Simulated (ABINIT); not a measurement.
Dielectric calculation of PbTe (part 2 of 2)

PbTe (Fm-3m, 2 atoms in the cell); Kohn-Sham DFT of a periodic cell, PBE, spin-orbit coupling, PseudoDojo NC FR PBE v0.4 standard (ABINIT 10.8.3); cutoff 925.19 eV, 4×4×4 k-mesh, fixed occupations. The structure derives from an entry of the Crystallography Open Database. The run did not end well.

Geometry of the input (Å; fractional positions):
```
0.0000  3.2310  3.2310
3.2310  0.0000  3.2310
3.2310  3.2310  0.0000
Pb 0.0000  0.0000  0.0000
Te 0.5000  0.5000  0.5000
```

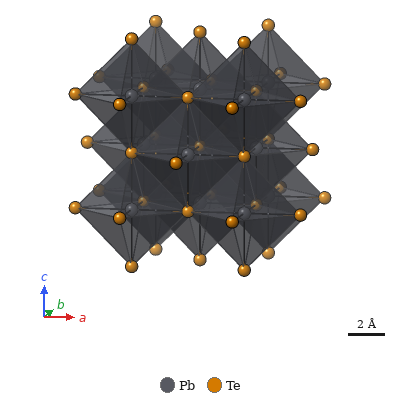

**Figure 1.** The input geometry (polyhedral view of the cell 4 times as large as that of the calculation, set on its symmetry axes, seen slightly off an axis; polyhedra are completed across the faces of the cell).

What the program printed, continued
```
--- !ResultsGS
iteration_state: {dtset: 1, }
comment   : Summary of ground state results
lattice_vectors:
- [  0.0000000,   6.1057051,   6.1057051, ]
- [  6.1057051,   0.0000000,   6.1057051, ]
- [  6.1057051,   6.1057051,   0.0000000, ]
lattice_lengths: [   8.63477,    8.63477,    8.63477, ]
lattice_angles: [ 60.000,  60.000,  60.000, ] # degrees, (23, 13, 12)
lattice_volume:   4.5523691E+02
convergence: {deltae:  4.263E-12, res2:  3.070E-17, residm:  1.970E-16, diffor: null, }
etotal    :  -1.75072162E+02
entropy   :   0.00000000E+00
fermie    :   1.50484748E-01
cartesian_stress_tensor: # hartree/bohr^3
- [ -6.08012070E-05,   0.00000000E+00,   0.00000000E+00, ]
- [  0.00000000E+00,  -6.08012070E-05,   0.00000000E+00, ]
- [  0.00000000E+00,   0.00000000E+00,  -6.08012070E-05, ]
pressure_GPa:   1.7888E+00
xred      :
- [  0.0000E+00,   0.0000E+00,   0.0000E+00, Pb]
- [  5.0000E-01,   5.0000E-01,   5.0000E-01, Te]
cartesian_forces: # hartree/bohr
- [ -0.00000000E+00,  -0.00000000E+00,  -0.00000000E+00, ]
- [ -0.00000000E+00,  -0.00000000E+00,  -0.00000000E+00, ]
force_length_stats: {min:   0.00000000E+00, max:   0.00000000E+00, mean:   0.00000000E+00, }
...

 Integrated electronic density in atomic spheres:
 ------------------------------------------------
 Atom  Sphere_radius  Integrated_density
    1        2.00000         10.06484186
    2        2.00000         11.95126683
================================================================================

 ----iterations are completed or convergence reached----

 Mean square residual over all n,k,spin=   67.725E-20; max=  19.695E-17
 reduced coordinates (array xred) for    2 atoms
       0.000000000000      0.000000000000      0.000000000000
       0.500000000000      0.500000000000      0.500000000000
 rms dE/dt=  0.0000E+00; max dE/dt=  0.0000E+00; dE/dt below (all hartree)
    1       0.000000000000      0.000000000000      0.000000000000
    2       0.000000000000      0.000000000000      0.000000000000

 cartesian coordinates (angstrom) at end:
    1      0.00000000000000     0.00000000000000     0.00000000000000
    2      3.23099999785981     3.23099999785981     3.23099999785981

 cartesian forces (hartree/bohr) at end:
    1     -0.00000000000000    -0.00000000000000    -0.00000000000000
    2     -0.00000000000000    -0.00000000000000    -0.00000000000000
 frms,max,avg= 0.0000000E+00 0.0000000E+00   0.000E+00  0.000E+00  0.000E+00 h/b

 cartesian forces (eV/Angstrom) at end:
    1     -0.00000000000000    -0.00000000000000    -0.00000000000000
    2     -0.00000000000000    -0.00000000000000    -0.00000000000000
 frms,max,avg= 0.0000000E+00 0.0000000E+00   0.000E+00  0.000E+00  0.000E+00 e/A
 length scales=  8.634770972500  8.634770972500  8.634770972500 bohr
              =  4.569324016914  4.569324016914  4.569324016914 angstroms
 Fermi (or HOMO) energy (hartree) =   0.15048   Average Vxc (hartree)=  -0.35755
 Eigenvalues (hartree) for nkpt=  10  k points:
 kpt#   1, nband= 30, wtk=  0.09375, kpt= -0.1250 -0.2500  0.0000 (reduced coord)
  -1.21012   -1.21012   -1.21011   -1.21011   -1.15631   -1.15631   -1.15630   -1.15630
  -1.15621   -1.15621   -0.51010   -0.51010   -0.50999   -0.50999   -0.41616   -0.41616
  -0.41577   -0.41577   -0.41534   -0.41534   -0.27077   -0.27077   -0.09255   -0.09255
   0.07247    0.07247    0.10149    0.10149    0.13752    0.13752
 prteigrs : prtvol=0 or 1, do not print more k-points.

--- !EnergyTerms
iteration_state     : {dtset: 1, }
comment             : Components of total free energy in Hartree
kinetic             :  9.13639161458403E+01
hartree             :  4.09122081464668E+01
xc                  : -4.44883638218669E+01
Ewald energy        : -1.04842845514921E+02
psp_core            :  5.35303212421806E+00
local_psp           : -1.19656644303070E+02
non_local_psp       : -4.37134646371860E+01
total_energy        : -1.75072161860519E+02
total_energy_eV     : -4.76395621730547E+03
band_energy         : -1.65792462554405E+01
...

 Cartesian components of stress tensor (hartree/bohr^3)
  sigma(1 1)= -6.08012070E-05  sigma(3 2)=  0.00000000E+00
  sigma(2 2)= -6.08012070E-05  sigma(3 1)=  0.00000000E+00
  sigma(3 3)= -6.08012070E-05  sigma(2 1)=  0.00000000E+00

-Cartesian components of stress tensor (GPa)         [Pressure=  1.7888E+00 GPa]
- sigma(1 1)= -1.78883327E+00  sigma(3 2)=  0.00000000E+00
- sigma(2 2)= -1.78883327E+00  sigma(3 1)=  0.00000000E+00
- sigma(3 3)= -1.78883327E+00  sigma(2 1)=  0.00000000E+00

================================================================================
== DATASET  2 ==================================================================

--- !DatasetInfo
iteration_state: {dtset: 2, }
dimensions: {natom: 2, nkpt: 128, mband: 30, nsppol: 1, nspinor: 2, nspden: 1, mpw: 4333, }
cutoff_energies: {ecut:  34.0, pawecutdg:  -1.0, }
electrons: {nelect:   3.00000000E+01, charge:   0.00000000E+00, occopt:   1.00000000E+00, tsmear:   1.00000000E-02, }
meta: {optdriver: 1, rfelfd: 2, }
...

 mkfilename : getwfk/=0, take file _WFK from output of DATASET   1.

 Exchange-correlation functional for the present dataset will be:
  GGA: Perdew-Burke-Ernzerhof functional - ixc=11
  J.P.Perdew, K.Burke, M.Ernzerhof, PRL 77, 3865 (1996)

 Real(R)+Recip(G) space primitive vectors, cartesian coordinates (Bohr,Bohr^-1):
 R(1)=  0.0000000  6.1057051  6.1057051  G(1)= -0.0818906  0.0818906  0.0818906
 R(2)=  6.1057051  0.0000000  6.1057051  G(2)=  0.0818906 -0.0818906  0.0818906
 R(3)=  6.1057051  6.1057051  0.0000000  G(3)=  0.0818906  0.0818906 -0.0818906
 Unit cell volume ucvol=  4.5523691E+02 bohr^3
 Angles (23,13,12)=  6.00000000E+01  6.00000000E+01  6.00000000E+01 degrees
 setup1 : take into account q-point for computing boxcut.

 getcut: wavevector=  0.0000  0.0000  0.0000  ngfft=  48  48  48
         ecut(hartree)=     34.000   => boxcut(ratio)=   2.11780
--------------------------------------------------------------------------------

 ==>  initialize data related to q vector <==

 The list of irreducible perturbations for this q vector is:
    1)    idir= 1    ipert=   3
    2)    idir= 2    ipert=   3
    3)    idir= 3    ipert=   3

================================================================================

--------------------------------------------------------------------------------
 Perturbation wavevector (in red.coord.)   0.000000  0.000000  0.000000
 Perturbation : derivative vs k along direction   1
 The set of symmetries contains only one element for this perturbation.
 symkpt : not enough symmetry to change the number of k points.

--------------------------------------------------------------------------------

--------------------------------------------------------------------------------

 Initialisation of the first-order wave-functions :
  ireadwf=   0

--- !BeginCycle
iteration_state: {dtset: 2, }
solver: {iscf: -3, nstep: 80, nline: 4, wfoptalg: 0, }
tolerances: {tolwfr: 1.00E-18, }
...

     iter   2DEtotal(Ha)        deltaE(Ha) residm    vres2
-ETOT  1  -55.944011296641     -5.594E+01 1.049E+00 0.000E+00
 ETOT  2  -56.234634789174     -2.906E-01 1.302E-01 0.000E+00
 ETOT  3  -56.261471611323     -2.684E-02 2.625E-02 0.000E+00
 ETOT  4  -56.265959742629     -4.488E-03 7.532E-03 0.000E+00
 ETOT  5  -56.266836457779     -8.767E-04 1.794E-03 0.000E+00
 ETOT  6  -56.267021439443     -1.850E-04 4.981E-04 0.000E+00
 ETOT  7  -56.267062902493     -4.146E-05 1.138E-04 0.000E+00
 ETOT  8  -56.267072677368     -9.775E-06 3.266E-05 0.000E+00
 ETOT  9  -56.267075080461     -2.403E-06 7.784E-06 0.000E+00
 ETOT 10  -56.267075689052     -6.086E-07 2.323E-06 0.000E+00
 ETOT 11  -56.267075846538     -1.575E-07 5.643E-07 0.000E+00
 ETOT 12  -56.267075887905     -4.137E-08 1.698E-07 0.000E+00
 ETOT 13  -56.267075898886     -1.098E-08 4.149E-08 0.000E+00
 ETOT 14  -56.267075901822     -2.936E-09 1.250E-08 0.000E+00
 ETOT 15  -56.267075902612     -7.893E-10 3.062E-09 0.000E+00
 ETOT 16  -56.267075902824     -2.129E-10 9.230E-10 0.000E+00
 ETOT 17  -56.267075902882     -5.760E-11 2.263E-10 0.000E+00
 ETOT 18  -56.267075902898     -1.555E-11 6.824E-11 0.000E+00
 ETOT 19  -56.267075902902     -4.263E-12 1.675E-11 0.000E+00
 ETOT 20  -56.267075902903     -1.215E-12 5.051E-12 0.000E+00
 ETOT 21  -56.267075902903     -2.558E-13 1.240E-12 0.000E+00
 ETOT 22  -56.267075902903     -1.421E-14 3.742E-13 0.000E+00
 ETOT 23  -56.267075902903     -1.279E-13 9.188E-14 0.000E+00
 ETOT 24  -56.267075902903      1.421E-14 2.774E-14 0.000E+00
 ETOT 25  -56.267075902903      1.421E-14 6.812E-15 0.000E+00
 ETOT 26  -56.267075902903      0.000E+00 2.057E-15 0.000E+00
 ETOT 27  -56.267075902903      2.132E-14 5.052E-16 0.000E+00
 ETOT 28  -56.267075902903     -2.132E-14 1.526E-16 0.000E+00
 ETOT 29  -56.267075902903      1.421E-14 3.749E-17 0.000E+00
 ETOT 30  -56.267075902903     -1.421E-14 1.133E-17 0.000E+00
 ETOT 31  -56.267075902903     -1.421E-14 2.783E-18 0.000E+00
 ETOT 32  -56.267075902903      2.132E-14 9.992E-19 0.000E+00

 At SCF step   32   max residual=  9.99E-19 < tolwfr=  1.00E-18 =>converged.
================================================================================

 ----iterations are completed or convergence reached----

 Mean square residual over all n,k,spin=   54.863E-20; max=  99.925E-20
 dfpt_looppert : ek2=    4.7654136049E+01
          f-sum rule ratio=    1.0094623353E+00
 Expectation of eigenvalue derivatives (hartree) for nkpt= 128  k points:
  (in case of degenerate eigenvalues, averaged derivative)
 kpt#   1, nband= 30, wtk=  0.00781, kpt= -0.1250 -0.2500  0.0000 (reduced coord)
  -0.00001   -0.00001    0.00000    0.00000   -0.00002   -0.00002    0.00002    0.00002
  -0.00001   -0.00001   -0.00001   -0.00001    0.00011    0.00011    0.00144    0.00144
   0.00031    0.00031   -0.00089   -0.00089   -0.02524   -0.02524   -0.03586   -0.03586
   0.15641    0.15641    0.16842    0.16842    0.19495    0.19495
 prteigrs : prtvol=0 or 1, do not print more k-points.

 2DEtotal=   -0.5626707590E+02 Ha. Also 2DEtotal=   -0.153110513533E+04 eV
    (  non-var. 2DEtotal :   -5.6267075902E+01 Ha)

--------------------------------------------------------------------------------
 Perturbation wavevector (in red.coord.)   0.000000  0.000000  0.000000
 Perturbation : derivative vs k along direction   2
 The set of symmetries contains only one element for this perturbation.
 symkpt : not enough symmetry to change the number of k points.

--------------------------------------------------------------------------------

--------------------------------------------------------------------------------

 Initialisation of the first-order wave-functions :
  ireadwf=   0

--- !BeginCycle
iteration_state: {dtset: 2, }
solver: {iscf: -3, nstep: 80, nline: 4, wfoptalg: 0, }
tolerances: {tolwfr: 1.00E-18, }
...

     iter   2DEtotal(Ha)        deltaE(Ha) residm    vres2
-ETOT  1  -55.944011296495     -5.594E+01 1.049E+00 0.000E+00
 ETOT  2  -56.234634789031     -2.906E-01 1.302E-01 0.000E+00
 ETOT  3  -56.261471611182     -2.684E-02 2.625E-02 0.000E+00
 ETOT  4  -56.265959742488     -4.488E-03 7.532E-03 0.000E+00
 ETOT  5  -56.266836457636     -8.767E-04 1.794E-03 0.000E+00
 ETOT  6  -56.267021439301     -1.850E-04 4.981E-04 0.000E+00
 ETOT  7  -56.267062902351     -4.146E-05 1.138E-04 0.000E+00
 ETOT  8  -56.267072677227     -9.775E-06 3.266E-05 0.000E+00
 ETOT  9  -56.267075080319     -2.403E-06 7.784E-06 0.000E+00
 ETOT 10  -56.267075688910     -6.086E-07 2.323E-06 0.000E+00
 ETOT 11  -56.267075846396     -1.575E-07 5.643E-07 0.000E+00
 ETOT 12  -56.267075887764     -4.137E-08 1.698E-07 0.000E+00
 ETOT 13  -56.267075898744     -1.098E-08 4.149E-08 0.000E+00
 ETOT 14  -56.267075901681     -2.936E-09 1.250E-08 0.000E+00
 ETOT 15  -56.267075902470     -7.892E-10 3.062E-09 0.000E+00
 ETOT 16  -56.267075902683     -2.130E-10 9.230E-10 0.000E+00
 ETOT 17  -56.267075902741     -5.748E-11 2.263E-10 0.000E+00
 ETOT 18  -56.267075902756     -1.563E-11 6.824E-11 0.000E+00
 ETOT 19  -56.267075902760     -4.306E-12 1.675E-11 0.000E+00
 ETOT 20  -56.267075902762     -1.080E-12 5.051E-12 0.000E+00
 ETOT 21  -56.267075902762     -3.979E-13 1.240E-12 0.000E+00
 ETOT 22  -56.267075902762     -4.263E-14 3.742E-13 0.000E+00
 ETOT 23  -56.267075902762      8.527E-14 9.188E-14 0.000E+00
 ETOT 24  -56.267075902762     -4.974E-14 2.774E-14 0.000E+00
 ETOT 25  -56.267075902762     -4.263E-14 6.812E-15 0.000E+00
 ETOT 26  -56.267075902762      2.132E-14 2.057E-15 0.000E+00
 ETOT 27  -56.267075902762     -2.842E-14 5.052E-16 0.000E+00
 ETOT 28  -56.267075902762      2.842E-14 1.526E-16 0.000E+00
 ETOT 29  -56.267075902762     -2.132E-14 3.749E-17 0.000E+00
 ETOT 30  -56.267075902762      6.395E-14 1.133E-17 0.000E+00
 ETOT 31  -56.267075902762     -5.684E-14 2.783E-18 0.000E+00
 ETOT 32  -56.267075902762      1.421E-14 9.992E-19 0.000E+00

 At SCF step   32   max residual=  9.99E-19 < tolwfr=  1.00E-18 =>converged.
================================================================================

 ----iterations are completed or convergence reached----

 Mean square residual over all n,k,spin=   54.861E-20; max=  99.925E-20
 dfpt_looppert : ek2=    4.7654136049E+01
          f-sum rule ratio=    1.0094623352E+00
 Expectation of eigenvalue derivatives (hartree) for nkpt= 128  k points:
  (in case of degenerate eigenvalues, averaged derivative)
 kpt#   1, nband= 30, wtk=  0.00781, kpt= -0.1250 -0.2500  0.0000 (reduced coord)
  -0.00001   -0.00001   -0.00003   -0.00003   -0.00000   -0.00000   -0.00005   -0.00005
  -0.00004   -0.00004    0.00031    0.00031   -0.00045   -0.00045    0.00185    0.00185
  -0.00027   -0.00027   -0.00137   -0.00137   -0.12035   -0.12035    0.25470    0.25470
  -0.02191   -0.02191    0.00495    0.00495    0.13278    0.13278
 prteigrs : prtvol=0 or 1, do not print more k-points.

 2DEtotal=   -0.5626707590E+02 Ha. Also 2DEtotal=   -0.153110513532E+04 eV
    (  non-var. 2DEtotal :   -5.6267075902E+01 Ha)

--------------------------------------------------------------------------------
 Perturbation wavevector (in red.coord.)   0.000000  0.000000  0.000000
 Perturbation : derivative vs k along direction   3
 The set of symmetries contains only one element for this perturbation.
 symkpt : not enough symmetry to change the number of k points.

--------------------------------------------------------------------------------

--------------------------------------------------------------------------------

 Initialisation of the first-order wave-functions :
  ireadwf=   0

--- !BeginCycle
iteration_state: {dtset: 2, }
solver: {iscf: -3, nstep: 80, nline: 4, wfoptalg: 0, }
tolerances: {tolwfr: 1.00E-18, }
...

     iter   2DEtotal(Ha)        deltaE(Ha) residm    vres2
-ETOT  1  -55.944011296349     -5.594E+01 1.049E+00 0.000E+00
 ETOT  2  -56.234634788887     -2.906E-01 1.302E-01 0.000E+00
 ETOT  3  -56.261471611039     -2.684E-02 2.625E-02 0.000E+00
 ETOT  4  -56.265959742345     -4.488E-03 7.532E-03 0.000E+00
 ETOT  5  -56.266836457494     -8.767E-04 1.794E-03 0.000E+00
 ETOT  6  -56.267021439158     -1.850E-04 4.981E-04 0.000E+00
 ETOT  7  -56.267062902208     -4.146E-05 1.138E-04 0.000E+00
 ETOT  8  -56.267072677083     -9.775E-06 3.266E-05 0.000E+00
 ETOT  9  -56.267075080176     -2.403E-06 7.784E-06 0.000E+00
 ETOT 10  -56.267075688767     -6.086E-07 2.323E-06 0.000E+00
 ETOT 11  -56.267075846253     -1.575E-07 5.643E-07 0.000E+00
 ETOT 12  -56.267075887621     -4.137E-08 1.698E-07 0.000E+00
 ETOT 13  -56.267075898601     -1.098E-08 4.149E-08 0.000E+00
```

Outcome

| quantity | value |
| --- | --- |
| outcome | stopped at the time limit |
| space group (tolerance 0.01 Å) | Fm-3m (225) |
| electrons treated | 30 |
| free energy | −4763.9562 eV |
| Fermi energy | 4.095 eV |
| pressure | 1.79 GPa |
| largest force (length of the vector) | under 0.001 eV/Å |
| wall time | 2.2 h |
| peak memory | 1.6 GiB |

Diagnosis

The run was cut off by its time limit, so the output is incomplete. Points of doubt noted for this run: cutoff too low for stress.
